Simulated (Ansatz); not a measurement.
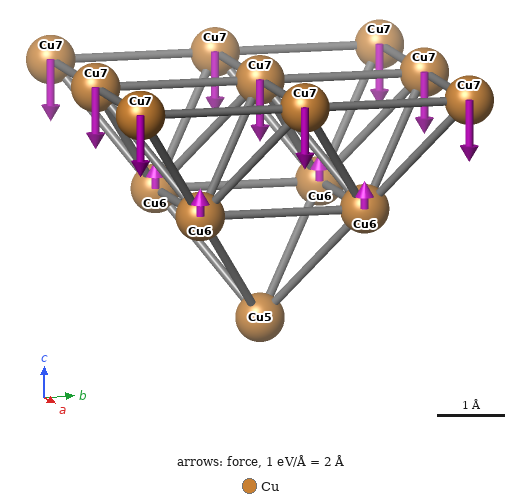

Starting geometry of a slab of composition Cu with the computed forces as purple arrows. A ball-and-stick model of the atoms within 4.2 Å of the atom that moves most (axes of the 3 × 3 repeat of the cell, outlined in the plane, without the vacuum), seen slightly off an axis.

The slab is the (1 0 0) face of Cu. The run lets the atoms move in a fixed cell, from this start: the (1 0 0) slab of Cu, cut from the database cell, not relaxed. 3 atoms are held fixed.

Method: Kohn-Sham DFT of a periodic cell, PBEsol, Ansatz PAW (Ansatz 0.2.0).

Input
```yaml
crystal:
  lattice:
    - [2.556191014, 0.0, 0.0]
    - [0.0, 2.556191014, 0.0]
    - [0.0, 0.0, 25.845]
  atoms:
    - { symbol: Cu, position: [0.5, 0.5, 0.2901915264] }
    - { symbol: Cu, position: [0.0, 0.0, 0.3601276843] }
    - { symbol: Cu, position: [0.5, 0.5, 0.4300638421] }
    - { symbol: Cu, position: [0.0, 0.0, 0.5] }
    - { symbol: Cu, position: [0.5, 0.5, 0.5699361579] }
    - { symbol: Cu, position: [0.0, 0.0, 0.6398723157] }
    - { symbol: Cu, position: [0.5, 0.5, 0.7098084736] }
hamiltonian:
  xc: pbesol
  pseudopotentials: { kind: paw }
kpoints:
  mp_grid: { grid: [10, 10, 1] }
scf:
  occupations: { method: fermi_dirac, width: 0.05 }
output:
  forces: true
  eigenvalues: true
  write_density: true
  write_potential: true
  elf: true
  volumetric_format: npy
relax:
  f_tol: 0.02
  max_steps: 40
  constraints: [{ sites: [0, 1, 2] }]
efield:
  axis: 3
  dipole_correction: true
  ramp_width: 0.04
```

Launched with:
```bash
ansatz run input.yaml --threads 4 --pin off --max-ram 11264MiB --backend cpu --events-out ev --progress --plain --runs-dir out
```

What follows when this structure is relaxed?

It isn't relaxed: the largest force vector, on Cu7, is 0.47 eV/Å. The final displacements follow the starting forces only in part (cosine between the two patterns 0.53). After 3 geometry steps the energy has fallen by 54.8 meV per cell of the calculation. Largest force component: 0.47 eV/Å at the start, 0.00065 eV/Å at the end. The atom that moves furthest is Cu7 (0.30 Å along the normal (−c)). The cell doesn't change. Among the contacts that change: Cu6–Cu7 2.556 → 2.473 Å, Cu5–Cu6 2.556 → 2.516 Å. The run took 53 s on 4 threads of Arm Neoverse V2, on a shared host, peak memory 0.68 GiB.
